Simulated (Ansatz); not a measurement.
**Moving the knobs of a GW run on GaN (F-43m)**

A base run on GaN (F-43m), then changed inputs.

Calculated with Ansatz 0.2.0; G0W0 on PBE, plane waves, PAW; PAW set soft_1.

### 1. Starting point

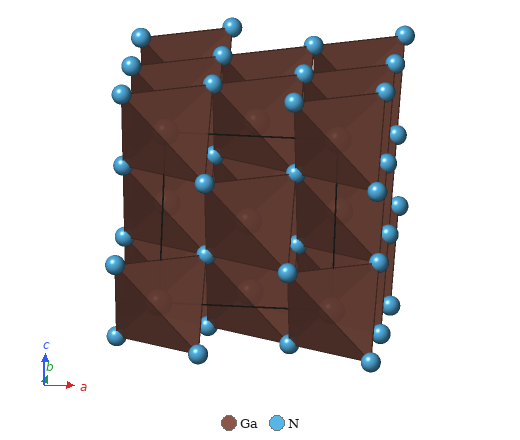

Start, viewed slightly off an axis; gallium brown, nitrogen blue. 1×2×1 cells are drawn. This picture shows the conventional cell, with its axes. Some periodic images of atoms are drawn too.

The cell and positions are those that the Materials Project relaxed with its own functionals (PBE, PBE+U or r2SCAN), kept fixed. This is not the form that GaN usually takes at ambient conditions.

### 2. The base run: 6×6×6 mesh, 18 empty bands, screening to 50 eV, PAW set soft_1 files

G0W0 replaces the xc potential by the self-energy, built once from these orbitals. Only a window of levels is corrected, while the sums run over the empty bands that the input names. This step takes PAW set soft_1 files.

Input file input.yaml:

```yaml
crystal:
  lattice:
    - [0.0, 2.2535006075, 2.2535006075]
    - [2.2535006075, 0.0, 2.2535006075]
    - [2.2535006075, 2.2535006075, 0.0]
  atoms:
    - { symbol: Ga, position: [0.0, 0.0, 0.0] }
    - { symbol: "N", position: [0.75, 0.75, 0.75] }
kpoints:
  mp_grid: { grid: [6, 6, 6] }
hamiltonian:
  xc: pbe
  pseudopotentials: { kind: paw, azcp: { folder: soft_1 } }
scf:
  occupations: { method: fixed }
gw:
  n_empty_bands: 18
  ecut_chi: 50
  qp_bands: [v2, c2]
  qp_kpoints: band_edges
  screening: { model: contour_deformation }
```

Run with:

```
ansatz run input.yaml --threads 3 --pin off --max-ram 92160MiB --backend cuda --events-out ev --progress --plain --runs-dir out --devices 1 --max-vram 13GiB
```

Numbers of over 12 decimals in the logs are rounded to 6 here.

Log:

```text
GPUs: using 1 of 1 available (devices: 1).
Engine: ansatz 0.2.0, x86_64-unknown-linux-gnu
Pseudopotentials: kind: paw
Pseudopotential: Ga, paw, valence charge 13, recommended cutoff 420 eV (normal), soft_1/Ga.paw.azcp
Pseudopotential: N, paw, valence charge 5, recommended cutoff 420 eV (normal), soft_1/N.paw.azcp
Functional definition: PBE
  parameter kappa = 0.804
  parameter beta = 0.066725
  exchange = pbe_x(kappa = kappa, mu = beta*pi^2/3)
  correlation = pbe_c(beta = beta)
device memory: the entry about to start is reckoned to put 0.4 GiB on a device that reports 29.1 GiB free (of which the cap on the GPU budget leaves the run 13.0 GiB)
GPU FFT provider: cuFFT
GPU libraries: cuBLAS 13.8.2, cuFFT 12.4.0, cuSOLVER 12.3.4
Crystal: 2 atoms, lattice volume = 22.888 Å³
Basis set: ecut = 420 eV, 459 PW (Γ)
Bands: 13, of which v1, the nominal top of the filled ones, is band 9 counted from 1 (8 counted from 0)
Symmetry: 24 space group operations
Space group: F-43m (ITA 216), of the structure as read, at distance tolerance 2.8e-5 Å
k-points: 16 of 216 (time reversal used)
Non-local potential: Ga, projectors of the file, l = 0: 2, l = 1: 2, l = 2: 3, l = 3: 1
Non-local potential: N, projectors of the file, l = 0: 2, l = 1: 2, l = 2: 1
PAW form: soft (Blöchl's): semilocal exchange-correlation on the pseudo side does not see the compensation charge
PAW one-centre angular grid: Ga, 590 points (default); XC on 64 Gauss nodes
PAW one-centre angular grid: N, 110 points (default); XC on 64 Gauss nodes
Initial density: superposition of atomic densities (chi_scale 0.1, normalization cell, long waves kept (reshape's long-wave potential 0.00 eV rms))
Initial wavefunctions: pseudopotential atomic-orbital guess
GPU buffer pool allocated for 13824 grid points (all kernels)
GPU transforms: local potential and band sums: pruned to the plane-wave sphere, on 24×24×24
Functional: x = pbe(κ = 0.804, μ = 0.219515), c = pbe(β = 0.066725)
SCF iter   1: F=—  HF=-4168.580142 eV  |F-HF|=—  |Δ(HF+E_count)|=         —  Δρ=1.12e-1  dr2=2.52e0  ethr=3.10e-3  ⟨swp⟩=4.0  Hψ=971  notcnv=0  defer=23
preconditioner: auto → none  [insulator: Δε(μ)=2.563 eV  Ē_g=19.108 eV  n_scr=8 (ndim 8)  ℏωp=32.9 eV  f_vac=0.000  ε∞_Penn≈4.0]
SCF iter   2: F=—  HF=-4168.026373 eV  |F-HF|=—  |Δ(HF+E_count)|=   5.54e-1  Δρ=6.15e-2  dr2=5.31e-1  ethr=3.10e-3  ⟨swp⟩=2.1  Hψ=527  notcnv=0  defer=4
SCF iter   3: F=—  HF=-4167.903265 eV  |F-HF|=—  |Δ(HF+E_count)|=   1.23e-1  Δρ=2.05e-2  dr2=4.69e-2  ethr=2.95e-3  ⟨swp⟩=2.0  Hψ=377  notcnv=0  defer=30
SCF iter   4: F=—  HF=-4167.901265 eV  |F-HF|=—  |Δ(HF+E_count)|=   2.00e-3  Δρ=7.85e-3  dr2=6.34e-3  ethr=2.61e-4  ⟨swp⟩=2.0  Hψ=370  notcnv=0  defer=30
[...]
k-point 2: bands = [... 5 lower, -3.0440, 4.2865, 8.8919, 8.8919, 14.1041, 18.2822, 20.2797, 20.2797]
  k-point 15: bands = [... 5 lower, -1.6207, 3.8140, 6.2140, 6.2161, 14.9389, 17.5514, 20.9493, 20.9996]
--- G₀W₀: contour deformation, 6 samples at zero and on the imaginary axis and 3 off it, 216 q-points, 18 empty bands' worth ---
  eigenvalues of the whole cell's RPA ε∞ on this k-mesh (on a slab, of 1 + 4πα/V) = 6.8046, 6.8046, 6.8046; static W/v taken at q = 0 is 0.146959
  bands read: the sum over 27 bands ends inside a degenerate multiplet in 2 slots, whose members it reads at an even weight; the widest, k=0: bands 27 to 29 (counted from 1) at 1/3 each
  gw.qp_kpoints: band_edges: 8 of 16 stored k-points solved, in 1 pass; an edge of the gap read off the rows below is read off those points alone
    valence top: of the k-points left out ik 4 came nearest to being solved in a further pass, in band 8 (counted from 1, as in the quasiparticle table): it holds the edge there only if its correction is more favourable than any solved in that band by at least 0.790 eV; those differ by 0.445 eV
    conduction bottom: of the k-points left out ik 4 came nearest to being solved in a further pass, in band 10 (counted from 1, as in the quasiparticle table): it holds the edge there only if its correction is more favourable than any solved in that band by at least 1.714 eV; those differ by 0.809 eV
  `?` marks the rows in doubt; gw_qp.tsv's column doubts and the gw_qp event give each row's grounds
    ik  band        ε_KS         Σx   Σc(E_QP)       V_xc       Z   E_QP_lin       E_QP  E_QP is
     0     8      9.6432   -23.8986     3.6136   -20.2668  0.7720     9.6250     9.6250  root
     0     9      9.6432   -23.8986     3.6136   -20.2668  0.7720     9.6250     9.6250  root
     0    10     11.3598   -11.4771    -3.3785   -15.7129  0.8058    12.2323    12.2171  root
     0    11     19.9572    -7.8736    -4.7699   -13.9060  0.7918    21.2756    21.2196  root
     1     8      9.3721   -23.6003     3.6695   -19.8786  0.7708     9.3198     9.3199  root
     1     9      9.3721   -23.6003     3.6695   -19.8786  0.7708     9.3198     9.3199  root
     1    10     12.9712   -11.7743    -3.4349   -16.2814  0.7957    14.0731    14.0435  root
     1    11     18.9074    -8.2737    -4.7465   -14.2986  0.7878    20.2469    20.1858  root
[...]
2    11     18.2822    -8.9725    -4.9983   -15.2928  0.7662    19.6761    19.6041  root ?
[...]
3    11     18.3668    -8.9808    -5.2580   -15.5284  0.7456    19.7213    19.6563  root ?
[...]
8    11     18.3090    -9.2084    -4.6759   -15.1925  0.7858    19.6829    19.6172  root ?
[...]
9    11     16.6160   -10.1652    -4.4011   -15.9556  0.7977    18.0849    18.0053  root ?
[...]
12    11     16.3074    -9.8784    -4.2471   -15.3649  0.8051    17.5982    17.5467  root
    14     8      5.9304   -21.2116     4.2580   -16.4901  0.7425     5.4605     5.4669  root
    14     9      7.2735   -21.4482     3.9667   -17.1657  0.7584     6.9554     6.9576  root
    14    10     16.1655    -9.3431    -4.1805   -14.4192  0.7888    17.0829    17.0611  root
    14    11     17.1580   -10.6567    -4.7813   -16.9566  0.7755    18.8116    18.6767  root ?
[key lines of the parts left out:]
SCF converged after 7 iterations
Free energy (F): -4167.898508 eV
Fermi energy:    9.643192 eV
```

The job ended after 9 s (1 × NVIDIA H100 80GB HBM3 (shared by 6 runs) with 3 threads of AMD EPYC 7R13 (Zen 3), shared host; peak memory 0.97 GiB; 10 s of CPU time).

Reading the cycles: dr2 is the Hartree energy of the density residual (eV), the measure of convergence; HF is the Harris–Foulkes estimate of the energy, which meets the free energy F at convergence.

This step gave:

| Item | Value |
| --- | --- |
| bands summed | 27 |
| RPA ε∞ on this mesh (eigenvalues) | 6.805, 6.805, 6.805 |
| plane waves in the screening matrix | 15 |
| q-points in the mesh | 216 |
| G0W0 gap on the mesh | 2.592 eV |
| k of the valence top | 0, 0, 0 |
| k of the conduction bottom | 0, 0, 0 |
| starting gap on the mesh | 1.717 eV |
| Z at the valence top | 0.7720 |
| Z at the conduction bottom | 0.8058 |
| least direct G0W0 gap on the computed points | 2.592 eV |

The gap on the mesh goes from 1.72 eV to 2.59 eV, a correction of +0.88 eV. Between the two edge states, bare exchange in place of the xc potential would open the gap by 7.87 eV, and correlation takes back 6.99 eV.

### 3. Variant: no symmetry

Edit input.yaml of step 2 so:

```diff
@@ -8,2 +8,3 @@
     - { symbol: "N", position: [0.75, 0.75, 0.75] }
+  symmetry: { detect: false }
 kpoints:
@@ -16,4 +17,4 @@
 gw:
-  n_empty_bands: 18
-  ecut_chi: 50
+  n_empty_bands: 24
+  ecut_chi: 60
   qp_bands: [v2, c2]
```

Log:

```text
GPUs: using 1 of 1 available (devices: 1).
[...]
GPU FFT provider: cuFFT
GPU libraries: cuBLAS 13.8.2, cuFFT 12.4.0, cuSOLVER 12.3.4
Crystal: 2 atoms, lattice volume = 22.888 Å³
Basis set: ecut = 420 eV, 459 PW (Γ)
Bands: 13, of which v1, the nominal top of the filled ones, is band 9 counted from 1 (8 counted from 0)
Symmetry: 1 space group operations
k-points: 112 of 216 (time reversal used)
[...]
GPU buffer pool allocated for 13824 grid points (all kernels)
[...]
SCF iter   1: F=—  HF=-4168.580139 eV  |F-HF|=—  |Δ(HF+E_count)|=         —  Δρ=1.12e-1  dr2=2.52e0  ethr=3.10e-3  ⟨swp⟩=4.0  Hψ=6773  notcnv=0  defer=179
[...]
SCF iter   7: F=-4167.898508 eV  HF=-4167.898508 eV  |F-HF|=3.82e-8  |Δ(HF+E_count)|=   5.92e-7  Δρ=2.58e-5  dr2=6.64e-8  ethr=5.56e-10  ⟨swp⟩=3.9  Hψ=6873  notcnv=0
SCF 1 converged in 7 iterations: F = -4167.898508 eV  dr2 = 6.64e-8
[...]
NSCF: frozen V_eff on 112 k-points, pencils in batches of 32, up to order 52
[...]
G₀W₀ screening: q 1/112
[... further progress lines ...]
[...]
NSCF: frozen V_eff on 1 k-points
[...]
SCF converged after 7 iterations
Free energy (F): -4167.898508 eV
[...]
Internal energy: -4167.898508 eV  (E = F + TS)
E sigma→0 (E₀):  -4167.898508 eV
Fermi energy:    9.643210 eV
[...]
--- Band table (eV; the first three rows and the last of 112) ---
  k-point 0: bands = [... 5 lower, -3.5295, 9.6432, 9.6432, 9.6432, 11.3598, 19.9572, 19.9572, 19.9572]
[...]
1    11     18.9074    -8.2737    -4.8826   -14.2986  0.7868    20.0919    20.0496  root
[...]
36    11     17.1580   -10.6567    -4.8846   -16.9566  0.7741    18.6662    18.5734  root ?
[...]
43    11     17.1580   -10.6567    -4.8846   -16.9566  0.7741    18.6662    18.5734  root ?
[...]
46    11     17.1580   -10.6567    -4.8846   -16.9566  0.7741    18.6662    18.5734  root ?
[...]
53    11     17.1580   -10.6567    -4.8846   -16.9566  0.7741    18.6662    18.5734  root ?
[...]
66    11     17.1580   -10.6567    -4.8846   -16.9566  0.7741    18.6662    18.5734  root ?
[...]
78    11     17.1580   -10.6567    -4.8846   -16.9566  0.7741    18.6662    18.5734  root ?
[...]
81    11     17.1580   -10.6567    -4.8846   -16.9566  0.7741    18.6662    18.5734  root ?
[...]
83    11     17.1580   -10.6567    -4.8846   -16.9566  0.7741    18.6662    18.5734  root ?
[...]
85    11     17.1580   -10.6567    -4.8846   -16.9566  0.7741    18.6662    18.5734  root ?
[...]
90    11     17.1580   -10.6567    -4.8846   -16.9566  0.7741    18.6662    18.5734  root ?
[...]
101    11     17.1580   -10.6567    -4.8846   -16.9566  0.7741    18.6662    18.5734  root ?
[...]
106    11     17.1580   -10.6567    -4.8846   -16.9566  0.7741    18.6662    18.5734  root ?
[...]
111     8      8.6759   -22.8716     3.7307   -18.9298  0.7658     8.4641     8.4649  root
   111     9      8.6759   -22.8716     3.7307   -18.9298  0.7658     8.4641     8.4649  root
   111    10     14.2786   -10.1040    -4.1480   -15.2776  0.8063    15.3309    15.3042  root
   111    11     18.3668    -8.9808    -5.3743   -15.5284  0.7441    19.5885    19.5401  root
```

Run time: 88 s. Hardware: 1 × NVIDIA H100 80GB HBM3 (shared by 6 runs) with 3 threads; peak memory 0.99 GiB.

The G0W0 gap on the mesh is 2.646 eV.

Against the base:

```tsv
setting	base	variant
empty bands	18	24
screening cutoff (eV)	50	60
symmetry detection	-	false
```

```tsv
quantity	variant	base
starting gap on the mesh	1.717	1.717
G0W0 gap on the mesh	2.646	2.592
least direct G0W0 gap on the computed points	2.646	2.592
Z at the valence top	0.770	0.772
Z at the conduction bottom	0.804	0.806
```

### 4. Results

```json
{
 "base": "2.59 eV, 9 s",
 "no symmetry": "2.65 eV, 88 s"
}
```

**Reading.** No symmetry: the gap moves by +0.05 eV and the time by a factor of 9.7. The variant differs from the base in empty bands, screening cutoff and symmetry detection together, so the change can't be laid to one of them. Symmetry itself changes the cost, not the physics. All runs here use a coarse mesh and modest cutoffs; they test settings and are not final values. The many-body steps are scalar-relativistic: spin-orbit coupling is not in them.

[Paths, hosts, dates, memory and timing lines, banners, echoed tables and standing remarks are left out of the program output.]

[Logs are printed without paths, hosts, clocks, repeated set-up lines and the standing remarks that a program may print on its own settings, such as how far it seeks lower states.]

[Runs of the session that timed out or met a known fault of the program may be left out.]

[Cells called generated may have been cut or substituted from an entry of the Crystallography Open Database or the Materials Project.]

[Hosts, paths, dates, database ids (printed as entryN), source tags and the programs' standing remarks are cut or masked in the printed files.]
